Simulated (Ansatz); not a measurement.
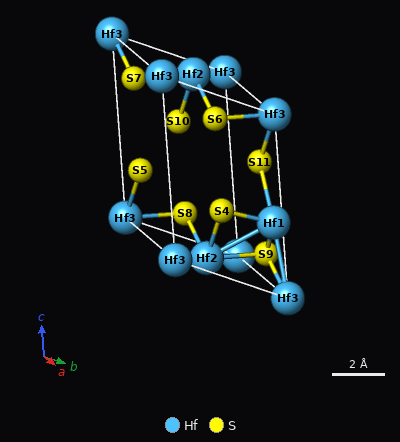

The structure as given in the input (ball-and-stick view of the cell of the calculation, seen slightly off an axis; atoms are numbered from 1 in the order of the input).

**Hf3S8 (charge −4): single-point calculation**

System: Hf3S8 (defect cell, 11 atoms in the cell, total charge −4).
Method: DFT PBEsol, scalar-relativistic, plane waves, PAW, no spin polarisation (Ansatz 0.2.0).

The structure derives from a Materials Project entry. Figures and captions count atoms from 1; the log counts them from 0 in places.

## What the program printed
```
Engine: ansatz 0.2.0, x86_64-unknown-linux-gnu
Pseudopotentials: kind: paw
Pseudopotential: Hf, paw, valence charge 26, recommended cutoff 420 eV (normal), Hf.paw.azcp
Pseudopotential: S, paw, valence charge 6, recommended cutoff 420 eV (normal), S.paw.azcp
Functional definition: PBEsol
  exchange = pbesol_x
  correlation = pbesol_c
Crystal: 11 atoms, lattice volume = 265.877 Å³
Basis set: ecut = 420 eV, 5183 PW (Γ), exchange–correlation on 96×96×100 points (8 copies of the dense FFT grid, shifted against one another)
Bands: 78, of which v1, the nominal top of the filled ones, is band 65 counted from 1 (64 counted from 0)
Symmetry: 2 space group operations
Space group: Cm (ITA 8), of the structure as read, at distance tolerance 6.4e-5 Å
k-points: 24 of 64 (time reversal used)
Non-local potential: Hf, projectors of the file, l = 0: 3, l = 1: 2, l = 2: 2, l = 3: 3
Non-local potential: S, projectors of the file, l = 0: 2, l = 1: 2, l = 2: 2
PAW form: soft (Blöchl's): semilocal exchange-correlation on the pseudo side does not see the compensation charge
PAW frozen core: Hf, regenerated for the run's functional, and the local potential with it (the file was generated under x = pbe(κ = 0.804, μ = 0.2195149727645171), c = pbe(β = 0.06672455060314922))
PAW frozen core: S, regenerated for the run's functional, and the local potential with it (the file was generated under x = pbe(κ = 0.804, μ = 0.2195149727645171), c = pbe(β = 0.06672455060314922))
PAW one-centre angular grid: Hf, 590 points (default); XC on 64 Gauss nodes
PAW one-centre angular grid: S, 110 points (default); XC on 64 Gauss nodes
Initial density: superposition of atomic densities (neutral atoms scaled as one to the charged cell's electrons: chi_scale 0, normalization atom), corrected by the library's trained network
Initial wavefunctions: pseudopotential atomic-orbital guess
Functional: x = pbesol(κ = 0.804, μ = 0.12345679012345678), c = pbesol(β = 0.046)
SCF iter   1: F=—  HF=-53889.814795 eV  |F-HF|=—  |Δ(HF+E_count)|=         —  Δρ=1.42e-1  dr2=1.33e2  ethr=1.77e-3  ⟨swp⟩=6.7  Hψ=8218  notcnv=0  defer=25
preconditioner: auto → Resta (q_TF=auto, 2.422 Å⁻¹)  ε∞=6.2  [insulator: Δε(μ)=2.139 eV  Ē_g=11.104 eV  σ=0.050 eV  W_gap=1.00  n_scr=70 (ndim 8)  ℏωp=25.4 eV  f_vac=0.048  D(μ)=0.00/eV (n_scr^D=0)  ε∞_Penn≈6.2]
SCF iter   2: F=—  HF=-53857.822739 eV  |F-HF|=—  |Δ(HF+E_count)|=    3.20e1  Δρ=3.67e-2  dr2=1.42e1  ethr=1.77e-3  ⟨swp⟩=4.8  Hψ=5429  notcnv=0  defer=162
SCF iter   3: F=—  HF=-53852.038387 eV  |F-HF|=—  |Δ(HF+E_count)|=    5.78e0  Δρ=2.31e-2  dr2=2.22e0  ethr=1.77e-3  ⟨swp⟩=3.9  Hψ=4818  notcnv=0  defer=161
SCF iter   4: F=—  HF=-53851.214430 eV  |F-HF|=—  |Δ(HF+E_count)|=   8.24e-1  Δρ=1.18e-2  dr2=5.81e-1  ethr=1.71e-3  ⟨swp⟩=3.2  Hψ=4026  notcnv=0  defer=161
SCF iter   5: F=—  HF=-53851.464798 eV  |F-HF|=—  |Δ(HF+E_count)|=   2.50e-1  Δρ=8.47e-3  dr2=6.77e-1  ethr=4.47e-4  ⟨swp⟩=4.0  Hψ=3598  notcnv=0  defer=161
SCF iter   6: F=—  HF=-53851.339221 eV  |F-HF|=—  |Δ(HF+E_count)|=   1.26e-1  Δρ=3.40e-3  dr2=9.98e-2  ethr=4.47e-4  ⟨swp⟩=3.2  Hψ=2733  notcnv=0  defer=161
SCF iter   7: F=—  HF=-53851.337417 eV  |F-HF|=—  |Δ(HF+E_count)|=   1.80e-3  Δρ=2.46e-3  dr2=3.98e-2  ethr=7.68e-5  ⟨swp⟩=3.4  Hψ=3648  notcnv=0  defer=161
SCF iter   8: F=—  HF=-53851.323984 eV  |F-HF|=—  |Δ(HF+E_count)|=   1.34e-2  Δρ=8.12e-4  dr2=3.52e-3  ethr=3.06e-5  ⟨swp⟩=2.1  Hψ=2862  notcnv=0  defer=161
SCF iter   9: F=—  HF=-53851.323803 eV  |F-HF|=—  |Δ(HF+E_count)|=   1.81e-4  Δρ=2.68e-4  dr2=3.79e-4  ethr=2.71e-6  ⟨swp⟩=2.0  Hψ=3271  notcnv=0  defer=161
SCF iter  10: F=—  HF=-53851.323856 eV  |F-HF|=—  |Δ(HF+E_count)|=   5.28e-5  Δρ=9.69e-5  dr2=2.48e-5  ethr=2.91e-7  ⟨swp⟩=2.0  Hψ=2281  notcnv=0  defer=161
SCF iter  11: F=—  HF=-53851.323714 eV  |F-HF|=—  |Δ(HF+E_count)|=   1.42e-4  Δρ=2.39e-5  dr2=2.33e-6  ethr=1.90e-8  ⟨swp⟩=2.0  Hψ=3399  notcnv=0  defer=161
SCF iter  12: F=—  HF=-53851.323716 eV  |F-HF|=—  |Δ(HF+E_count)|=   1.77e-6  Δρ=7.68e-6  dr2=2.46e-7  ethr=1.79e-9  ⟨swp⟩=2.0  Hψ=3304  notcnv=0  defer=161
SCF iter  13: F=-53851.323716 eV  HF=-53851.323716 eV  |F-HF|=6.16e-9  |Δ(HF+E_count)|=   5.56e-8  Δρ=2.37e-6  dr2=2.42e-8  ethr=7.69e-11  ⟨swp⟩=19.3  Hψ=17344  notcnv=0
SCF 1 converged in 13 iterations: F = -53851.323716 eV  dr2 = 2.42e-8
  greatest PAW one-centre occupation: 0.998 electrons in one spin orbital (limit 2), on the Hf atom at site 2 (counted from 0), in its partial waves of l = 3
```

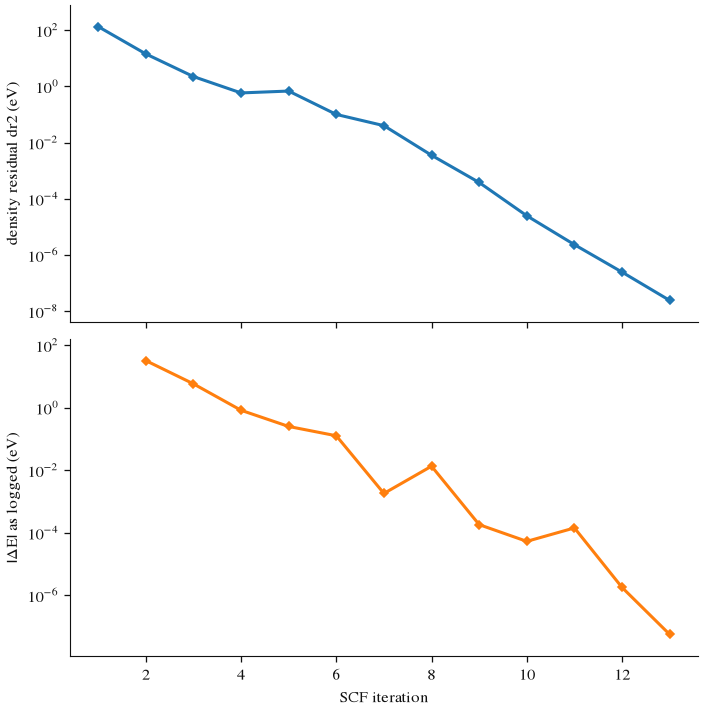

Convergence of the self-consistent field: density residual dr2 and size of the energy change against the SCF iteration. The residual falls almost steadily, with no more than small rises.

```
SCF converged after 13 iterations
Free energy (F): -53851.323716 eV
Harris-Foulkes:  -53851.323716 eV  (|F-HF|=6.16e-9)
Internal energy: -53851.323716 eV  (E = F + TS)
E sigma→0 (E₀):  -53851.323716 eV
Entropy (-TS):   -0.000000 eV (-0.000 meV/atom)
Fermi energy:    7.810585 eV
--- Per-component energies (eV) ---
  E_band       = -786.462820
  E_kinetic    = 2189.406526
  E_local      = -27359.023251  (includes V_loc(G=0)·N_el)
  E_nonlocal   = -3476.948503
  E_hartree    = 12601.338571
  E_xc         = -1701.924179
  E_vxc        = -1548.196506  (∫ρ·V_xc dr)
  E_paw        = -25102.846391  (= ΣΔE_a)
  E_vpaw       = 4205.628933  (= ΣTr[D̂ρ^β])
  E_aug_tail   = 0.000009  (compensation charges beyond the density's cutoff)
  E_ewald      = -11005.575366
  E_core_change = 4.248869  (= ΣΔE_core)
  E_smearing   = -0.000000  (= −TS)
  E_closure    = -0.000000  (closes the sum)
  E_deformation_potential = -55.375900  (in the stress; not in F)
  Σ components = -53851.323716   (vs F -53851.323716, Δ=0.00e0)
--- Forces (eV/Å), atoms counted from 1 ---
  atom   1  Hf    11.07753654     6.39561870    -6.49839050
  atom   2  Hf    -1.54602626    -3.48994383    -0.28481774
  atom   3  Hf    -3.79539314     0.40607390    -0.28481774
  atom   4  S     -0.41184588    -0.39879189     0.11795093
  atom   5  S     -0.55128685    -0.15727305     0.11795093
  atom   6  S      0.61700281     0.35622674     0.77052281
  atom   7  S      0.42565114     0.24574980     0.38566958
  atom   8  S     -0.43400079    -0.25057047    -0.67396874
  atom   9  S     -5.99689622    -3.46230965     7.83174285
  atom  10  S      0.56355365    -0.26555604    -0.74095557
  atom  11  S      0.05179855     0.62082980    -0.74095557
  max |Σ_I F_I| component: 9.36e-5 eV/Å
--- Stress (GPa, compression-positive) ---
        0.274150       2.168406      -5.089941
        2.168406      -2.229710      -2.938679
       -5.089942      -2.938679       0.901264
  P = ⅓ Tr σ = -0.3514 GPa (-3.514 kbar)
--- Band table (eV; the first three rows and the last of 24) ---
  k-point 0: bands = ["-54.8432", "-54.8385", "-54.4765", "-24.0125", "-23.6963", "-23.6226", "-23.5159", "-23.4976", "-23.4882", "-23.4185", "-23.1466", "-23.1388", "-6.7385", "-5.3084", "-4.8551", "-4.8191", "-4.8127", "-4.7613", "-4.7557", "-4.7468", "-4.7399", "-4.7331", "-4.7327", "-4.7249", "-4.7119", "-4.7082", "-4.7017", "-4.6726", "-4.5415", "-4.5407", "-4.3789", "-4.3510", "-4.3277", "-4.3184", "-4.2958", "-4.2456", "-4.1864", "-4.1059", "-3.7533", "-3.5659", "-3.3716", "1.4473", "1.6314", "1.9997", "3.1093", "3.2758", "3.4057", "3.9082", "4.1592", "4.3466", "4.4554", "4.4899", "4.7428", "4.8951", "5.2217", "5.5706", "5.6269", "6.0931", "6.4360", "6.4995", "6.6344", "6.6931", "7.3809", "7.5026", "7.5982", "8.0977", "8.4169", "8.4412", "9.9938", "10.2153", "10.2826", "10.7944", "10.8230", "11.3350", "11.4765", "12.0236", "12.3657", "12.5873"]
  k-point 1: bands = ["-54.8432", "-54.8385", "-54.4765", "-24.0076", "-23.6948", "-23.6253", "-23.5156", "-23.4962", "-23.4872", "-23.4186", "-23.1511", "-23.1420", "-6.6918", "-5.2500", "-4.9009", "-4.8212", "-4.8116", "-4.7613", "-4.7479", "-4.7468", "-4.7399", "-4.7331", "-4.7325", "-4.7249", "-4.7115", "-4.7087", "-4.6973", "-4.6726", "-4.5888", "-4.5402", "-4.3778", "-4.3492", "-4.3266", "-4.3186", "-4.3000", "-4.2661", "-4.1783", "-4.1442", "-3.7734", "-3.5960", "-3.3901", "1.5807", "1.7546", "2.3229", "3.3105", "3.3200", "3.4261", "3.9198", "4.2033", "4.2250", "4.3347", "4.4961", "4.8094", "4.9587", "5.2449", "5.2811", "5.3091", "6.0284", "6.1955", "6.2438", "6.3963", "6.6807", "6.9925", "7.4156", "7.6406", "8.1194", "8.3066", "8.3715", "10.1125", "10.2286", "10.3641", "10.8413", "10.8501", "11.5535", "11.5869", "11.8207", "12.6859", "12.9133"]
  k-point 2: bands = ["-54.8432", "-54.8385", "-54.4765", "-24.0025", "-23.6934", "-23.6280", "-23.5155", "-23.4946", "-23.4861", "-23.4186", "-23.1556", "-23.1452", "-6.6427", "-5.1104", "-5.0379", "-4.8232", "-4.8108", "-4.7613", "-4.7468", "-4.7422", "-4.7400", "-4.7330", "-4.7327", "-4.7249", "-4.7109", "-4.7091", "-4.6852", "-4.6726", "-4.6423", "-4.5397", "-4.3777", "-4.3488", "-4.3252", "-4.3168", "-4.3042", "-4.2800", "-4.1827", "-4.1705", "-3.8140", "-3.5985", "-3.4082", "1.7179", "1.8831", "2.7449", "3.4478", "3.4481", "3.5633", "3.8796", "4.0873", "4.2712", "4.3685", "4.4962", "4.5609", "4.8180", "4.8391", "5.3251", "5.3593", "5.7912", "5.8650", "6.0445", "6.2687", "6.7237", "6.7316", "7.2707", "7.6545", "8.1595", "8.2184", "8.3255", "10.1317", "10.2561", "10.4804", "10.8806", "10.9336", "11.4352", "11.5098", "11.9337", "12.7418", "13.0274"]
  k-point 23: bands = ["-54.8432", "-54.8385", "-54.4765", "-24.0026", "-23.6933", "-23.6280", "-23.5156", "-23.4946", "-23.4861", "-23.4185", "-23.1556", "-23.1452", "-6.5848", "-5.0798", "-4.9974", "-4.8231", "-4.8206", "-4.7614", "-4.7468", "-4.7439", "-4.7400", "-4.7329", "-4.7320", "-4.7249", "-4.7131", "-4.7093", "-4.6726", "-4.6536", "-4.6411", "-4.5631", "-4.3791", "-4.3365", "-4.3256", "-4.3130", "-4.3105", "-4.2515", "-4.1838", "-4.1648", "-3.9223", "-3.8394", "-3.3524", "1.6909", "1.9502", "2.9055", "3.2566", "3.6556", "3.7030", "3.8807", "4.0963", "4.2682", "4.3416", "4.4811", "4.7435", "4.8474", "5.0182", "5.2530", "5.4048", "5.8812", "6.0468", "6.0601", "6.2338", "6.2612", "6.6237", "6.8188", "7.4669", "8.0391", "8.3483", "8.6489", "10.2570", "10.3368", "10.3866", "10.7834", "11.0334", "11.6075", "11.7862", "11.9610", "12.5290", "12.6967"]
```

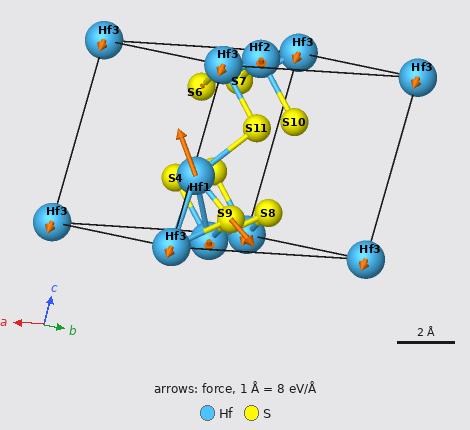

Forces on the atoms as orange arrows (ball-and-stick view of the cell of the calculation, seen at an oblique angle; atoms are numbered from 1 in the order of the input); the smallest are left out. The largest act on Hf1 (14.35 eV/Å); S9 (10.45 eV/Å). The geometry is not a stationary point of this energy.

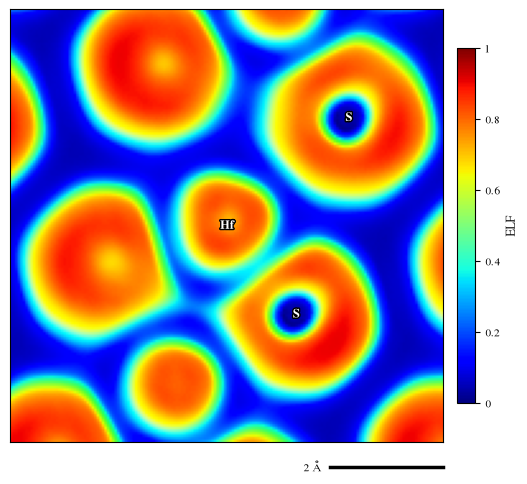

Electron localisation function on the (101̄) plane of the calculation cell. The plane passes through Hf and S nuclei. Hf–S (2.00 Å): the ELF is about 0.45 at the midpoint. The strong features right at Hf lie inside the PAW spheres (semicore, d or f shells) and say nothing about bonding. The fields are those of the smooth PAW valence density.

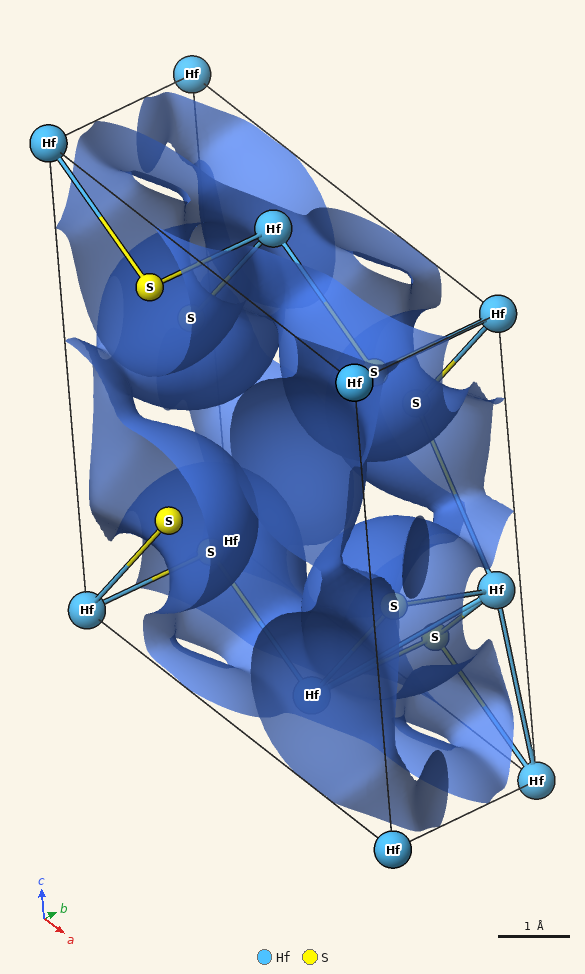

Isosurface of the valence electron density at 0.2 e/Å³ (blue), seen slightly off an axis. Sticks mark near contacts. The outline is the calculation cell. At this value the density is joined into sheets; it holds about 90 % of the electrons treated as valence (semicore included). On the grid the lowest density along these lines, outside the cores, is 1.3 e/Å³ (Hf–S, 2.00 Å) and 0.25 e/Å³ (Hf–Hf, 3.01 Å).

The run was set up as follows.

## Input
```yaml
crystal:
  lattice:
    - [-1.7964133763, 3.1114792391, -5.9458943926]
    - [-1.7964133763, 3.1114792391, 5.9458943926]
    - [7.185653505, 0.0, 0.0]
  atoms:
    - { symbol: Hf, position: [-0.0562433449, -0.0562433449, 0.3875133102] }
    - { symbol: Hf, position: [0.5, 0.5, 0.0] }
    - { symbol: Hf, position: [0.0, 0.0, 0.0] }
    - { symbol: S, position: [0.7885426398, 0.5447906936, 0.3333333333] }
    - { symbol: S, position: [0.2885426398, 0.0447906936, 0.3333333333] }
    - { symbol: S, position: [0.7885426398, 0.5447906936, 0.8333333333] }
    - { symbol: S, position: [0.2885426398, 0.0447906936, 0.8333333333] }
    - { symbol: S, position: [0.2114573602, 0.4552093064, 0.1666666667] }
    - { symbol: S, position: [0.7114573602, 0.9552093064, 0.1666666667] }
    - { symbol: S, position: [0.2114573602, 0.4552093064, 0.6666666667] }
    - { symbol: S, position: [0.7114573602, 0.9552093064, 0.6666666667] }
total_charge: -4
basis:
  ecutwfc: 420
kpoints:
  mp_grid: { grid: [4, 4, 4] }
hamiltonian:
  xc: pbesol
scf:
  occupations: { method: gaussian, width: 0.05 }
output:
  forces: true
  stress: true
  eigenvalues: true
  write_density: true
  write_potential: true
  elf: true
  volumetric_format: npy
```

Run as:
```bash
ansatz run input.yaml --threads 4 --pin off --max-ram 8192MiB --backend cpu --events-out ev --progress --plain --runs-dir out
```

## Summary

- outcome: converged
- electrons treated: 130
- free energy: −53851.3237 eV
- Fermi energy: 7.811 eV
- gap on the k-point mesh: 0.31 eV
- pressure: −0.35 GPa
- largest force (length of the vector): 14.347 eV/Å
- hardware: 4 threads of Intel Xeon (Sapphire Rapids), 64 GiB of memory available, shared host
- wall time: 15 s (CPU time 54 s)
- peak memory: 1.1 GiB

## Remarks

Spin–orbit coupling is left out, which matters for Hf.
